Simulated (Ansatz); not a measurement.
HfS4

```
Hf S
1.0
     6.27437    0.00000    0.00000
     0.00000   -6.27437    0.00000
     0.00000    0.00000   -4.28356
Hf S
2 8
Cartesian
  3.1372 -3.1372 -2.1418
  0.0000 0.0000 0.0000
  4.6089 -5.7090 -2.1418
  1.4717 -2.5718 0.0000
  0.5654 -4.6089 -2.1418
  3.7026 -1.4717 0.0000
  1.6655 -0.5654 -2.1418
  4.8027 -3.7026 0.0000
  2.5718 -4.8027 0.0000
  5.7090 -1.6655 -2.1418
```

Space group I4/m; a structure generated by program, which may or may not match a known phase.

Method: Ansatz 0.2.0, DFT PBE, scalar-relativistic, plane waves, PAW.

In a PAW calculation such maps are meaningful between the atoms, not at the nuclei.

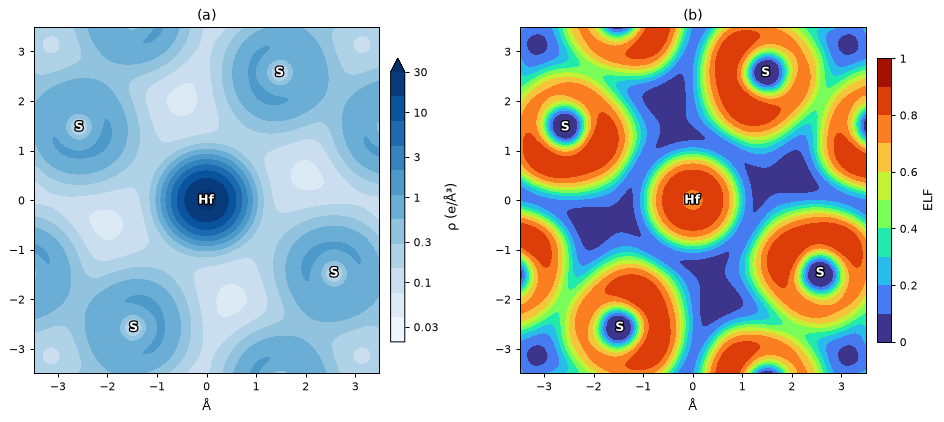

Figure 1. (a) valence electron density; (b) ELF on the (001) plane of the conventional cell.

> Describe what can be read from this map.

The plane passes through Hf and S nuclei. Hf–S (2.96 Å): ρ at the midpoint is about 0.21 e/Å³; the ELF peaks at about 0.90 in the valence shell of S, 0.8 Å from its nucleus, and is about 0.30 at the midpoint. Between the atoms the lowest density in this plane is 0.06 e/Å³. The features right at Hf lie inside the PAW spheres, where the map follows smoothed inner orbitals and isn't to be read closely.

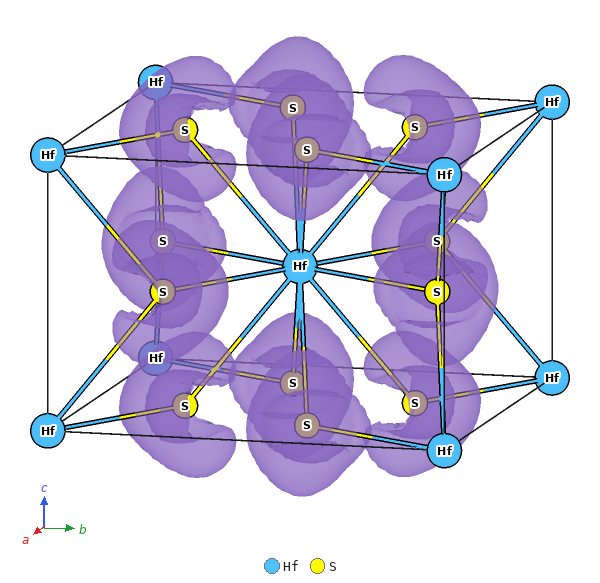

Figure 2. Isosurface of the electron localisation function at 0.8 (purple), seen slightly off an axis. Only the valence region is drawn (cores and ρ < 0.01 e/Å³ removed). Sticks mark near contacts.

> Describe the localisation domains.

The ELF exceeds this value in eight regions wrapped around S (the valence shell of each), counted in one cell of 10 atoms. Any copies at cell faces, edges or corners count once. Profiles from the grid: Hf–S (2.77 Å): the ELF peaks at about 0.90 in the valence shell of S, 0.8 Å from its nucleus, and is about 0.35 at the midpoint.

> How much charge does the calculation move between the atoms?

Electrons move from Hf towards S. Bader charges: Hf +1.97 and S −0.49 e.

> Metal or insulator at this level of theory?

It is gapless in this calculation (a metal or semimetal).
